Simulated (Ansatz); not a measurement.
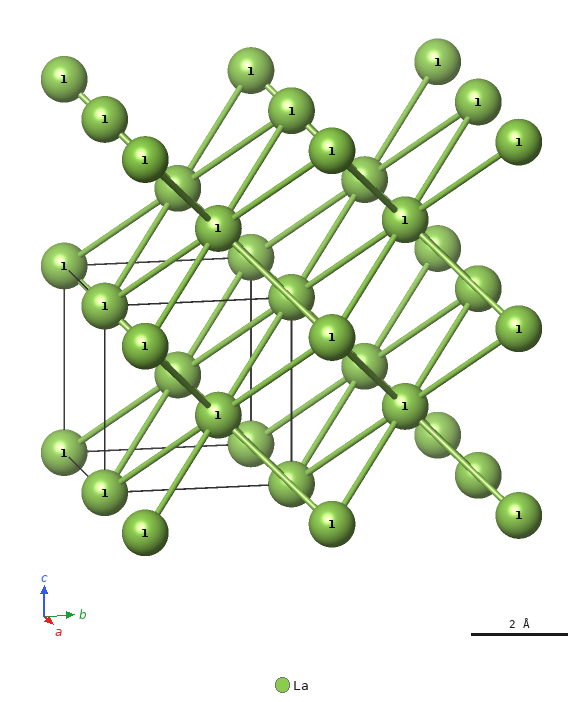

*The structure as given in the input (ball-and-stick view of the cell 2 times as large as that of the calculation, set on its symmetry axes, repeated 2 × 2 × 2, seen slightly off an axis; atoms are numbered from 1 in the order of the input).*

Near neighbours in the crystal (not all of them lie inside the picture): La has 8 La at 3.48 Å.

Run report: La, geometry relaxation

- system: La (Im-3m, 1 atom in the cell)
- method: DFT, LDA, PAW with Ansatz's default frozen-core files, scalar-relativistic, no spin polarisation (Ansatz 0.2.0)

The structure was built on a prototype by a generator; it need not be a known phase. It belongs to a series of runs on one base structure; here: bcc relaxed, PAW files. Figures and captions count atoms from 1; the log counts them from 0 in places.

Output:
```
Engine: ansatz 0.2.0, aarch64-unknown-linux-gnu
Pseudopotentials: kind: paw
Pseudopotential: La, paw, valence charge 11, recommended cutoff 420 eV (normal), La.paw.azcp
Functional definition: SPW92
  exchange = slater_x
  correlation = pw_c
Crystal: 1 atoms, lattice volume = 32.408 Å³
Basis set: ecut = 420 eV, 627 PW (Γ)
Bands: 10, of which v1, the nominal top of the filled ones, is band 6 counted from 1 (5 counted from 0)
Symmetry: 48 space group operations
Space group: Im-3m (ITA 229), of the structure as read, at distance tolerance 3.2e-5 Å
k-points: 104 of 2744
Non-local potential: La, projectors of the file, l = 0: 3, l = 1: 2, l = 2: 2, l = 3: 3
PAW form: soft (Blöchl's): semilocal exchange-correlation on the pseudo side does not see the compensation charge
PAW frozen core: La, regenerated for the run's functional, and the local potential with it (the file was generated under x = pbe(κ = 0.804, μ = 0.2195149727645171), c = pbe(β = 0.06672455060314922))
PAW one-centre angular grid: La, 590 points (default); XC on 64 Gauss nodes
Initial density: superposition of atomic densities (neutral atoms: chi_scale 0, normalization atom), corrected by the library's trained network
Initial wavefunctions: pseudopotential atomic-orbital guess
Functional: x = slater, c = lda
SCF iter   1: F=—  HF=-6076.011807 eV  |F-HF|=—  |Δ(HF+E_count)|=         —  Δρ=3.69e-3  dr2=1.83e-3  ethr=1.77e-3  ⟨swp⟩=4.9  Hψ=5455  notcnv=0
preconditioner: auto → Kerker (q_TF=auto, 2.279 Å⁻¹)  [metal: Δε(μ)=0.022 eV  Ē_g=12.604 eV  σ=0.050 eV  W_gap=0.11  n_scr=12 (ndim 8)  ℏωp=19.6 eV  f_vac=0.000  D(μ)=2.94/eV (n_scr^D=42)]
SCF iter   2: F=—  HF=-6076.011692 eV  |F-HF|=—  |Δ(HF+E_count)|=   1.15e-4  Δρ=1.97e-3  dr2=5.19e-4  ethr=1.67e-5  ⟨swp⟩=2.0  Hψ=2910  notcnv=0
SCF iter   3: F=—  HF=-6076.011882 eV  |F-HF|=—  |Δ(HF+E_count)|=   1.90e-4  Δρ=3.07e-4  dr2=1.86e-5  ethr=4.72e-6  ⟨swp⟩=3.0  Hψ=2059  notcnv=0
SCF iter   4: F=—  HF=-6076.011892 eV  |F-HF|=—  |Δ(HF+E_count)|=   1.05e-5  Δρ=5.43e-5  dr2=1.05e-6  ethr=1.69e-7  ⟨swp⟩=2.0  Hψ=1590  notcnv=0
iter 5 did not close the SCF: its close was put off for the readings that it lacked (scf_convergence_deferred on its scf_iter line)
SCF iter   5: F=-6076.011892 eV  HF=-6076.011892 eV  |F-HF|=3.03e-8  |Δ(HF+E_count)|=   4.18e-8  Δρ=1.66e-5  dr2=8.09e-8  ethr=9.56e-9  ⟨swp⟩=1.9  Hψ=1399  notcnv=0
SCF iter   6: F=-6076.011892 eV  HF=-6076.011892 eV  |F-HF|=8.50e-10  |Δ(HF+E_count)|=   2.11e-8  Δρ=2.10e-6  dr2=1.53e-9  ethr=7.35e-10  ⟨swp⟩=6.0  Hψ=5495  notcnv=0
SCF 1 converged in 6 iterations: F = -6076.011892 eV  dr2 = 1.53e-9
  greatest PAW one-centre occupation: 0.975 electrons in one spin orbital (limit 2), on the La atom at site 0 (counted from 0), in its partial waves of l = 0
relax step   1: F+E_penalty+E_count = -6076.01189219 eV  Δ(F+E_penalty+E_count) = +0.000e0 eV  max|allowed force component| = 0.000e0 eV/Å  Δτ_max = 0.0000 Å  P = +0.731 GPa  Ω = 32.408 Å³  (6 SCF iters, dr2 threshold 1.00e-7 eV, accepted)
Crystal: 1 atoms, lattice volume = 32.953 Å³
Initial density: handed on by an earlier stage of this run
Initial wavefunctions: those handed on with the density
iter 1 solved again at ethr=2.50e-6 eV; its pass at ethr=3.10e-3 eV (dr2=2.75e-4 eV) is discarded
SCF iter   1: F=—  HF=-6076.013534 eV  |F-HF|=—  |Δ(HF+E_count)|=         —  Δρ=8.60e-4  dr2=3.05e-4  ethr=2.50e-6  ⟨swp⟩=2.2  Hψ=10502  notcnv=0
preconditioner: auto → Kerker (q_TF=auto, 2.272 Å⁻¹)  [metal: Δε(μ)=0.019 eV  Ē_g=12.608 eV  σ=0.050 eV  W_gap=0.09  n_scr=12 (ndim 8)  ℏωp=19.4 eV  f_vac=0.000  D(μ)=2.95/eV (n_scr^D=42)]
SCF iter   2: F=—  HF=-6076.013441 eV  |F-HF|=—  |Δ(HF+E_count)|=   9.31e-5  Δρ=4.28e-4  dr2=7.90e-5  ethr=2.50e-6  ⟨swp⟩=1.8  Hψ=1303  notcnv=0
SCF iter   3: F=—  HF=-6076.013406 eV  |F-HF|=—  |Δ(HF+E_count)|=   3.48e-5  Δρ=5.38e-5  dr2=6.24e-7  ethr=7.18e-7  ⟨swp⟩=2.2  Hψ=1592  notcnv=0
SCF iter   4: F=-6076.013407 eV  HF=-6076.013407 eV  |F-HF|=4.13e-9  |Δ(HF+E_count)|=   9.91e-8  Δρ=7.42e-6  dr2=1.89e-8  ethr=9.09e-10  ⟨swp⟩=8.5  Hψ=5382  notcnv=0
SCF 2 converged in 4 iterations: F = -6076.013407 eV  dr2 = 1.89e-8
relax step   2: F+E_penalty+E_count = -6076.01340652 eV  Δ(F+E_penalty+E_count) = -1.514e-3 eV  max|allowed force component| = 0.000e0 eV/Å  Δτ_max = 0.0000 Å  P = +0.174 GPa  Ω = 32.953 Å³  energy of the carried Pulay correction = -1.550e-5 eV  (4 SCF iters, dr2 threshold 1.00e-7 eV, accepted)
Crystal: 1 atoms, lattice volume = 33.127 Å³
iter 1 solved again at ethr=2.56e-7 eV; its pass at ethr=3.10e-3 eV (dr2=2.81e-5 eV) is discarded
SCF iter   1: F=—  HF=-6076.013510 eV  |F-HF|=—  |Δ(HF+E_count)|=         —  Δρ=2.67e-4  dr2=3.02e-5  ethr=2.56e-7  ⟨swp⟩=2.1  Hψ=10492  notcnv=0
preconditioner: auto → Kerker (q_TF=auto, 2.270 Å⁻¹)  [metal: Δε(μ)=0.018 eV  Ē_g=12.609 eV  σ=0.050 eV  W_gap=0.09  n_scr=12 (ndim 8)  ℏωp=19.4 eV  f_vac=0.000  D(μ)=2.96/eV (n_scr^D=42)]
SCF iter   2: F=—  HF=-6076.013501 eV  |F-HF|=—  |Δ(HF+E_count)|=   9.14e-6  Δρ=1.34e-4  dr2=7.92e-6  ethr=2.56e-7  ⟨swp⟩=1.8  Hψ=1283  notcnv=0
SCF iter   3: F=—  HF=-6076.013497 eV  |F-HF|=—  |Δ(HF+E_count)|=   3.47e-6  Δρ=1.72e-5  dr2=6.41e-8  ethr=6.89e-10  ⟨swp⟩=7.9  Hψ=6221  notcnv=0
SCF iter   4: F=-6076.013497 eV  HF=-6076.013497 eV  |F-HF|=8.87e-10  |Δ(HF+E_count)|=   9.80e-9  Δρ=2.50e-6  dr2=2.49e-9  ethr=5.83e-10  ⟨swp⟩=6.9  Hψ=4920  notcnv=0
SCF 3 converged in 4 iterations: F = -6076.013497 eV  dr2 = 2.49e-9
relax step   3: F+E_penalty+E_count = -6076.01349739 eV  Δ(F+E_penalty+E_count) = -9.086e-5 eV  max|allowed force component| = 0.000e0 eV/Å  Δτ_max = 0.0000 Å  P = +0.003 GPa  Ω = 33.127 Å³  energy of the carried Pulay correction = -2.041e-5 eV  (4 SCF iters, dr2 threshold 7.58e-8 eV, accepted)
Initial wavefunctions: pseudopotential atomic-orbital guess (no wavefunctions were taken with the density)
iter 1 solved again at ethr=4.84e-8 eV; its pass at ethr=3.10e-3 eV (dr2=5.33e-6 eV) is discarded
SCF iter   1: F=—  HF=-6076.013522 eV  |F-HF|=—  |Δ(HF+E_count)|=         —  Δρ=8.76e-6  dr2=5.40e-9  ethr=4.84e-8  ⟨swp⟩=3.0  Hψ=8885  notcnv=0
preconditioner: auto → Kerker (q_TF=auto, 2.270 Å⁻¹)  [metal: Δε(μ)=0.018 eV  Ē_g=12.612 eV  σ=0.050 eV  W_gap=0.09  n_scr=12 (ndim 8)  ℏωp=19.4 eV  f_vac=0.000  D(μ)=2.95/eV (n_scr^D=42)]
SCF iter   2: F=—  HF=-6076.013521 eV  |F-HF|=—  |Δ(HF+E_count)|=   2.17e-7  Δρ=4.81e-6  dr2=1.64e-9  ethr=4.91e-11  ⟨swp⟩=2.5  Hψ=1632  notcnv=0
SCF iter   3: F=—  HF=-6076.013521 eV  |F-HF|=—  |Δ(HF+E_count)|=  6.52e-10  Δρ=3.86e-7  dr2=3.45e-11  ethr=1.49e-11  ⟨swp⟩=2.3  Hψ=1600  notcnv=0
SCF iter   4: F=-6076.013521 eV  HF=-6076.013521 eV  |F-HF|=9.09e-13  |Δ(HF+E_count)|=  4.55e-12  Δρ=1.08e-7  dr2=2.30e-12  ethr=1.00e-12  ⟨swp⟩=5.4  Hψ=3891  notcnv=0
SCF 4 converged in 4 iterations: F = -6076.013521 eV  dr2 = 2.30e-12
relax step   4: F+E_penalty+E_count = -6076.01352147 eV  Δ(F+E_penalty+E_count) = -2.408e-5 eV  max|allowed force component| = 0.000e0 eV/Å  Δτ_max = 0.0000 Å  P = +0.005 GPa  Ω = 33.127 Å³  stress off target by 4.85e-3 GPa  SCF on the basis re-selected at this cell (its energy is not comparable with the rows above)  (4 SCF iters)
```

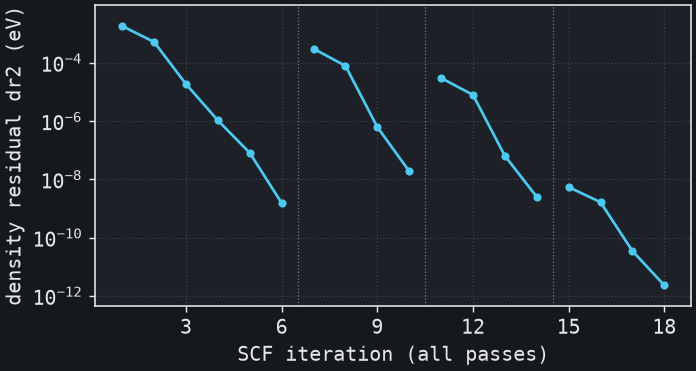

*Convergence of the self-consistent field: density residual dr2 against the SCF iteration. The dotted lines part the SCF passes of the relaxation: geometry steps, rejected trials and re-solves on a re-selected basis.*

The passes take 6, 4, 4 and 4 iterations.

```
basis re-selected at this cell: Δ(F+E_penalty+E_count) = -2.408e-5 eV, ΔP = +0.002 GPa vs the last step (what re-selecting the basis moved, of the pressure what is left beyond the Pulay correction that the steps carried, after the strain that the cell walked since its last selection, with what the two solves' SCF thresholds leave and, on support functions, any second-order correction that the steps lacked; it is no measure of the basis error at this ecutwfc). This SCF's stress stands 4.85e-3 GPa from its target on what of the cell is left free (relax.cell.stress_tol is 5.00e-2 GPa) and its largest allowed force component is 0.00e0 eV/Å (relax.f_tol is 5.00e-3 eV/Å): within both
SCF converged after 4 iterations
Free energy (F): -6076.013521 eV
Harris-Foulkes:  -6076.013521 eV  (|F-HF|=9.09e-13)
Internal energy: -6075.989812 eV  (E = F + TS)
E sigma→0 (E₀):  -6076.001667 eV
Entropy (-TS):   -0.023709 eV (-23.709 meV/atom)
Fermi energy:    12.255626 eV
--- Per-component energies (eV) ---
  E_band       = -29.922435
  E_kinetic    = 195.271458
  E_local      = -299.033883  (includes V_loc(G=0)·N_el)
  E_nonlocal   = 98.470778
  E_hartree    = 95.067982
  E_xc         = -139.224937
  E_vxc        = -148.562531  (∫ρ·V_xc dr)
  E_paw        = -5243.352465  (= ΣΔE_a)
  E_vpaw       = -66.204208  (= ΣTr[D̂ρ^β])
  E_aug_tail   = -0.000000  (compensation charges beyond the density's cutoff)
  E_ewald      = -783.511462
  E_core_change = 0.322716  (= ΣΔE_core)
  E_smearing   = -0.023709  (= −TS)
  E_closure    = -0.000000  (closes the sum)
  Σ components = -6076.013521   (vs F -6076.013521, Δ=0.00e0)
--- Forces (eV/Å), atoms counted from 1 ---
  atom   1  La    -0.00000000     0.00000000     0.00000000
  max |Σ_I F_I| component: 1.97e-31 eV/Å
--- Stress (GPa, compression-positive) ---
        0.004854       0.000000       0.000000
       -0.000000       0.004854      -0.000000
        0.000000      -0.000000       0.004854
  P = ⅓ Tr σ = 0.0049 GPa (0.049 kbar)
--- Band table (eV; the first three rows and the last of 104) ---
  k-point 0: bands = ["-20.5008", "-3.1101", "-3.1101", "-3.1101", "9.1764", "13.7645", "13.7645", "13.7645", "13.8590", "13.8590"]
  k-point 1: bands = ["-20.4855", "-3.2217", "-3.1418", "-3.1117", "9.3693", "13.4709", "13.4835", "13.7582", "13.9144", "14.0704"]
  k-point 2: bands = ["-20.4421", "-3.5219", "-3.2293", "-3.1164", "9.8736", "13.1115", "13.1182", "13.7447", "14.0178", "14.2264"]
  k-point 103: bands = ["-19.9544", "-4.3895", "-4.3895", "-4.3895", "10.0705", "10.0705", "13.9416", "14.1785", "14.1785", "14.1785"]
--- Relaxed structure (3 steps of the walk, 3 accepted, 1 SCFs on fresh bases) ---
  F+E_penalty+E_count = -6076.01352147 eV   max|allowed force component| = 0.000e0 eV/Å   (the final SCF, on the basis selected at the relaxed cell)
  cell:  # Å, volume = 33.1272 Å³
    - [-2.023213620858216, 2.023213620858216, 2.023213620858216]
    - [2.023213620858216, -2.023213620858216, 2.023213620858216]
    - [2.023213620858216, 2.023213620858216, -2.023213620858216]
  atoms:
    - { symbol: La, position: [0.0, 0.0, 0.0] }
```

File rho_z.tsv:
```
# z_ang	rho[e/angstrom^3]
# format = ansatz-planar-average/11
# lattice	-2.023213621	2.023213621	2.023213621
# lattice	2.023213621	-2.023213621	2.023213621
# lattice	2.023213621	2.023213621	-2.023213621
# sites	1
# site	57	0.000000000	0.000000000	0.000000000
0.000000	5.392132e-1
0.146013	5.345348e-1
0.292026	5.200472e-1
0.438039	4.940590e-1
0.584051	4.540401e-1
0.730064	3.993795e-1
0.876077	3.345665e-1
1.022090	2.688509e-1
1.168103	2.118603e-1
1.314116	1.691706e-1
1.460129	1.413906e-1
1.606142	1.263236e-1
1.752154	1.216140e-1
1.898167	1.263236e-1
2.044180	1.413906e-1
2.190193	1.691706e-1
2.336206	2.118603e-1
2.482219	2.688509e-1
2.628232	3.345665e-1
2.774244	3.993795e-1
2.920257	4.540401e-1
3.066270	4.940590e-1
3.212283	5.200472e-1
3.358296	5.345348e-1
```

File v_z.tsv:
```
# z_ang	v_es[eV]	v_tot[eV]
# format = ansatz-planar-average/11
# xc	lda
# density_cutoff_ev	1680
# datasets	La=:simpson_from_first_knot:soft:shift=-2456220
# lattice	-2.023213621	2.023213621	2.023213621
# lattice	2.023213621	-2.023213621	2.023213621
# lattice	2.023213621	2.023213621	-2.023213621
# sites	1
# site	57	0.000000000	0.000000000	0.000000000
0.000000	-4.044508e-1	-1.249518e1
0.146013	-3.739500e-1	-1.242086e1
0.292026	-1.643844e-1	-1.208200e1
0.438039	4.635153e-1	-1.123236e1
0.584051	1.667053e0	-9.696052e0
0.730064	3.436283e0	-7.481996e0
0.876077	5.559099e0	-4.837980e0
1.022090	7.689509e0	-2.167756e0
1.168103	9.491949e0	1.419413e-1
1.314116	1.079185e1	1.879012e0
1.460129	1.164964e1	3.071389e0
1.606142	1.213738e1	3.767309e0
1.752154	1.229438e1	3.994749e0
1.898167	1.213738e1	3.767309e0
2.044180	1.164964e1	3.071389e0
2.190193	1.079185e1	1.879012e0
2.336206	9.491949e0	1.419413e-1
2.482219	7.689509e0	-2.167756e0
2.628232	5.559099e0	-4.837980e0
2.774244	3.436283e0	-7.481996e0
2.920257	1.667053e0	-9.696052e0
3.066270	4.635153e-1	-1.123236e1
3.212283	-1.643844e-1	-1.208200e1
3.358296	-3.739500e-1	-1.242086e1
```

Trajectory as extended XYZ (Å, eV, eV/Å), 4 frames, from step=1 to step=4:
```
1
Lattice="-2.0085 2.0085 2.0085 2.0085 -2.0085 2.0085 2.0085 2.0085 -2.0085" Properties=species:S:1:pos:R:3:forces:R:3 step=1 energy=-6076.01189 pressure_GPa=0.73
La    0.0000    0.0000    0.0000    0.0000   0.0000   0.0000
1
Lattice="-2.0197 2.0197 2.0197 2.0197 -2.0197 2.0197 2.0197 2.0197 -2.0197" Properties=species:S:1:pos:R:3:forces:R:3 step=2 energy=-6076.01341 pressure_GPa=0.17
La    0.0000    0.0000    0.0000    0.0000   0.0000   0.0000
1
Lattice="-2.0232 2.0232 2.0232 2.0232 -2.0232 2.0232 2.0232 2.0232 -2.0232" Properties=species:S:1:pos:R:3:forces:R:3 step=3 energy=-6076.01350 pressure_GPa=0.00
La    0.0000    0.0000    0.0000    0.0000   0.0000   0.0000
1
Lattice="-2.0232 2.0232 2.0232 2.0232 -2.0232 2.0232 2.0232 2.0232 -2.0232" Properties=species:S:1:pos:R:3:forces:R:3 step=4 energy=-6076.01352 pressure_GPa=0.00
La    0.0000    0.0000    0.0000    0.0000   0.0000   0.0000
```

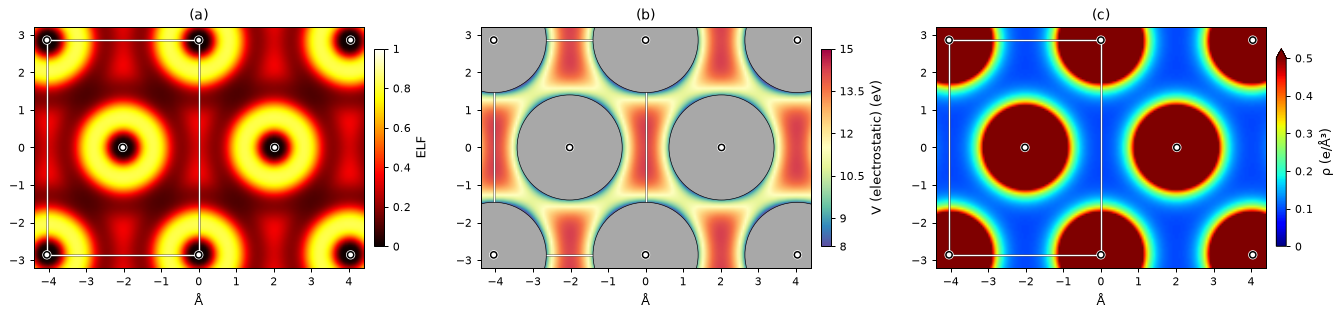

*(a) electron localisation function; (b) electrostatic potential (local pseudopotential plus Hartree) felt by an electron; (c) valence charge density (pseudo) on the (110) plane of the conventional cell. Circles mark the nuclei in the plane (La). Grey discs, where drawn, cover atomic cores.*

The plane passes through La nuclei. La–La (3.50 Å): ρ at the midpoint is about 0.12 e/Å³; the ELF is about 0.10 at the midpoint (no shared electron pair). Away from the nuclei the density in this plane falls to 0.1 e/Å³ at its lowest. The strong features right at La lie inside the PAW spheres (semicore, d or f shells) and say nothing about bonding. Outside the cores the potential energy rises away from the atoms and is highest about 2.1 Å from the nearest atoms; outside the discs it spans about 6 eV, and its zero is arbitrary. In a PAW calculation such maps are meaningful between the atoms, not at the nuclei.

The run was set up as follows.

Input file:
```yaml
crystal:
  lattice:
    - [-2.0084641287, 2.0084641287, 2.0084641287]
    - [2.0084641287, -2.0084641287, 2.0084641287]
    - [2.0084641287, 2.0084641287, -2.0084641287]
  atoms:
    - { symbol: La, position: [0.0, 0.0, 0.0] }
kpoints:
  mp_grid: { grid: [14, 14, 14] }
scf:
  occupations: { method: fermi_dirac, width: 0.05 }
hamiltonian:
  xc: lda
  pseudopotentials: { kind: paw }
output:
  forces: true
  stress: true
  write_density: true
  write_potential: true
  elf: true
  volumetric_format: npy
relax:
  f_tol: 0.005
  max_steps: 40
  cell: {}
```

Launch command:
```bash
ansatz run input.yaml --threads 1 --pin off --max-ram 3072MiB --backend cpu --events-out ev --progress --plain --runs-dir out
```

Results in brief:

```csv
quantity,value
outcome,converged
space group (tolerance 0.01 Å),Im-3m (229)
electrons treated,11
free energy,−6076.0135 eV
Fermi energy,12.256 eV
pressure,0.00 GPa
final volume,33.13 Å³
largest force (length of the vector) at the end,under 0.001 eV/Å
final cell,"a = 3.504 Å, b = 3.504 Å, c = 3.504 Å, α = 109.47°, β = 109.47°, γ = 109.47°"
hardware,"1 thread of Arm Neoverse V1, 24 GiB of memory available, shared host"
wall time,8.8 s
peak memory,0.33 GiB
```
